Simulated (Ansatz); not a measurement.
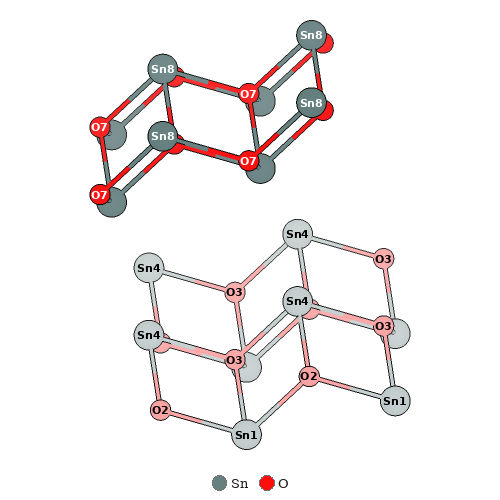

Two computed energy maps of cells of SnO. The picture above is the structure of the first map (first grid point; the lower layer is drawn fainter).

Map 1

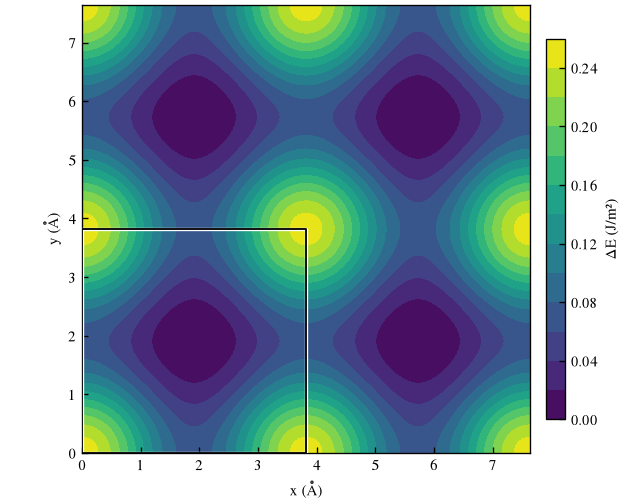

A bilayer of two SnO sheets, the upper one turned by 180 degrees about the normal (8 atoms in the cell). The upper layer of a bilayer is slid over the lower one; relaxed at each slide: nothing; the origin of the map has Sn5 above Sn4; the distance between the facing planes is held at 3.80 Å. Places are given modulo a cell vector. The map is drawn in real space over the plane of the slide. The scan uses an 8 × 8 grid; 15 points were computed and 49 follow by symmetry. Energies are in J/m², from the lowest grid point. At a held distance the lowest stacking need not be the one that binds best once the distance relaxes. Theory: Ansatz 0.2.0, DFT PBE+D3(BJ), scalar-relativistic, plane waves, PAW. Settings: cutoff 420 eV, k-mesh 7×7×1, gaussian smearing 0.05 eV, no spin polarisation.

The picture shows filled contours, the outline of one cell of the 2 × 2 shown. Between grid points the surface is interpolated.

Map 2

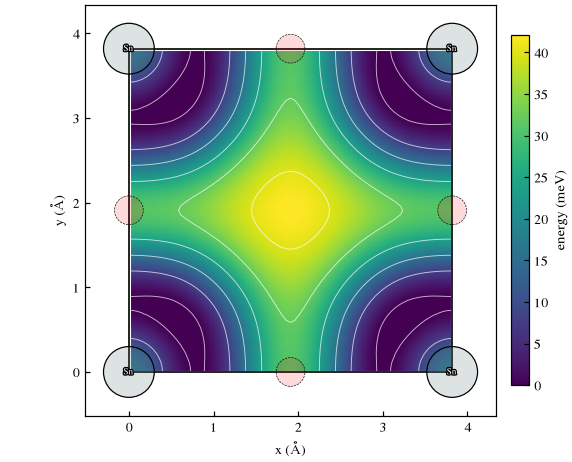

H on a two-dimensional sheet of SnO (4 atoms of substrate and one adsorbate in a 1 × 1 cell). H is moved over the surface cell at a fixed height above a rigid substrate; the origin of the map has the adsorbate above Sn4; the height is held at 2.50 Å. Places are given modulo a cell vector. The map is drawn in real space over the plane of the surface. Grid: 8 × 8 points; 15 points were computed and 49 follow by symmetry. All energies are given in meV relative to the lowest grid point. With one adsorbate in each 1 × 1 cell, its nearest image is 3.8 Å away, so neighbouring adsorbates interact. At a fixed height the lowest place need not be the adsorption site. The calculation used DFT PBE+D3(BJ), scalar-relativistic, plane waves, PAW (Ansatz). Settings: cutoff 420 eV, k-mesh 7×7×1, gaussian smearing 0.05 eV, spin-polarised.

The picture shows a smooth colour map with a few white contour lines, labelled circles for the atoms of the top layer and small ones for the second layer, the outline of one cell of the plane. Between grid points the surface is interpolated.

Question: What does each map show?

Answer: Map 1: The lowest grid point is at (4/8, 4/8) of the cell vectors. It is the only kind of minimum in the scanned range. The highest grid point, (0/8, 0/8) of the cell vectors, lies 0.250 J/m² above the lowest. On the interpolated surface the easiest way out of the lowest well to its copy in the next cell or period passes a barrier of about 0.07 J/m². Facing atoms of the upper layer at the lowest point: Sn above Sn of a deeper plane, the O behind them above O; at the highest: Sn above Sn, the O behind them above O.
Map 2: The lowest grid point is at (1/8, 1/8) of the cell vectors [nearest 1 Sn at 2.59 Å]; the map holds 4 wells of about this depth. The bottom of the well lies between grid points, at about (0.16, 0.16) of the cell vectors, about 1.6 meV lower on the interpolated surface. The highest grid point, a fourfold hollow over a third-layer Sn atom, (4/8, 4/8) of the cell vectors, lies 42.0 meV above the lowest. At the lowest point the adsorbate has 1 Sn at 2.59 Å as nearest neighbours, at the highest 4 Sn at 3.68 Å.

PAW datasets: the set soft_1.
